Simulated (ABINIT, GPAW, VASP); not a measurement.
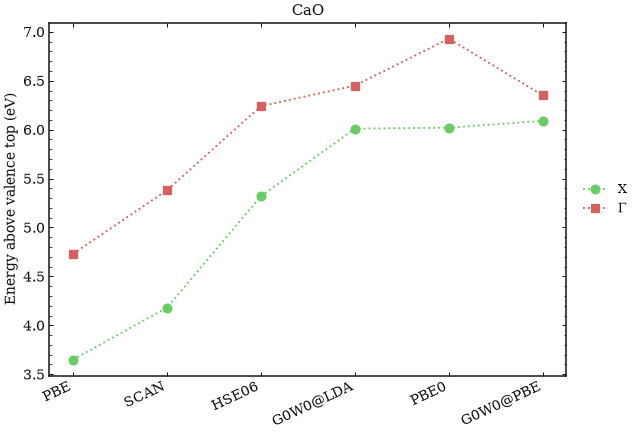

Lowest conduction level at each named k point, counted from the valence-band top at Γ, by several methods on one cell of rocksalt CaO, space group Fm-3m, 2 atoms in the primitive cell; cubic a = 4.807 Å. All runs are without spin-orbit coupling and carry no moments.

### How do the methods rank at X?

From low to high: PBE 3.65, SCAN 4.18, HSE06 5.32, G0W0@LDA 6.01, PBE0 6.02, G0W0@PBE 6.09 eV. Too close to rank are G0W0@LDA against PBE0 (different programs, potentials, meshes and cutoffs) and PBE0 against G0W0@PBE (different programs, potentials, meshes and cutoffs).

### Do the methods agree on which of these conduction levels is lowest?

Yes: all put it at X.

```csv
method,program,X (eV),Γ (eV)
PBE,ABINIT,3.65,4.73
SCAN,ABINIT,4.18,5.38
HSE06,VASP,5.32,6.24
G0W0@LDA,VASP,6.01,6.45
PBE0,ABINIT,6.02,6.93
G0W0@PBE,GPAW,6.09,6.35
```

Settings. PBE: SG15 NC PBE v1.2, 10×10×10 k mesh, 1143 eV cutoff, Fermi-Dirac smearing of 0.05 eV (ABINIT 10.8.3 (patched build)). SCAN: JTH PAW PBE v2.0, 10×10×10 k mesh, 762 eV cutoff, Fermi-Dirac smearing of 0.05 eV (ABINIT 10.8.3 (patched build)). HSE06: VASP PAW PBE potentials, release 64 (Ca_sv, O), 6×6×6 k mesh, 520 eV cutoff, Gaussian smearing of 0.02 eV (VASP 6.6.1). G0W0@LDA: LDA, VASP PAW LDA potentials, release 64 (Ca_sv_GW, O_GW), 6×6×6 k mesh, 500 eV cutoff, Gaussian smearing of 0.01 eV (VASP 6.6.1), G0W0 with GW iterations 1, cutoff of the response function 200 eV, frequency points 50 and empty bands 178. PBE0: SPMS NC PBE v1.0, 8×8×8 k mesh, 789 eV cutoff, Fermi-Dirac smearing of 0.05 eV (ABINIT 10.8.3 (patched build)). G0W0@PBE: PBE, GPAW PAW data sets (gpaw-data 1.2.1), 6×6×6 k mesh, 600 eV cutoff, Fermi-Dirac smearing of 0.001 eV (GPAW 26.7.0), G0W0 with response cutoff 100 eV, frequency model plasmon pole and response bands 63, extrapolated in the response cutoff.

These are six of the 39 methods that were run on this cell. The runs come from different programs and meshes, which adds differences of its own. The cell is a database's computed one. LDA, GGA and most meta-GGA functionals understate gaps. SCAN and HSE06: the PAW data sets were made with another functional. G0W0@LDA: bands, screening cutoff and mesh are small and nothing is extrapolated, so the quasiparticle values aren't converged. PBE0: the potentials were made for another functional. G0W0@PBE: the k mesh is coarse. G0W0@PBE: the quasiparticle gap is taken among the few k points that were corrected. G0W0@PBE: the long-wavelength limit can be off by a per cent or two. The GW runs differ in bands or cutoffs. The GW values that aren't extrapolated fall short of the basis limit.
